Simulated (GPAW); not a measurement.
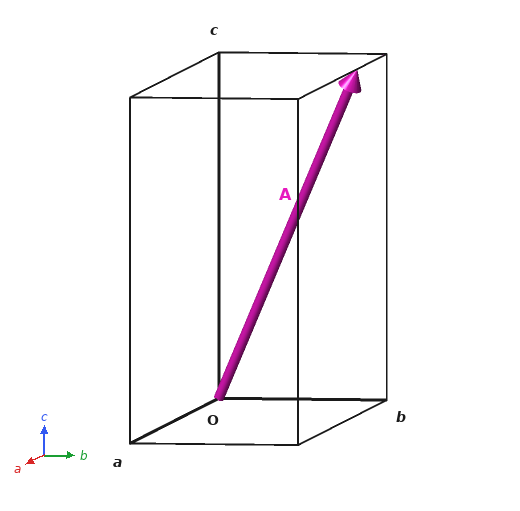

The arrow starts at a corner of the unit cell and ends on its surface; where a tip isn't a corner, dashed lines run from it parallel to the axes. Crystal: ZnO, a cell listed in the Materials Project, as set up for an electronic-structure calculation. The drawing is computed from the coordinates (standard cell, symmetry found to 0.002 Å).

a = 3.288 Å, b = 3.288 Å, c = 7.130 Å, α = 90.00°, β = 90.00°, γ = 120.00°.

Question: Give [uvw] of the arrow.

Answer: Arrow A runs from (0, 0, 0) to (1/3, 1, 1), so [1 3 3], in four indices [−1 5 −4 9].

Question: How long is the vector ua + vb + wc?

Answer: 23.093 Å.

Question: In P6_3/mmc (No. 194), how many directions are equivalent to A (Laue class 6/mmm, both senses counted)?

Answer: 24.
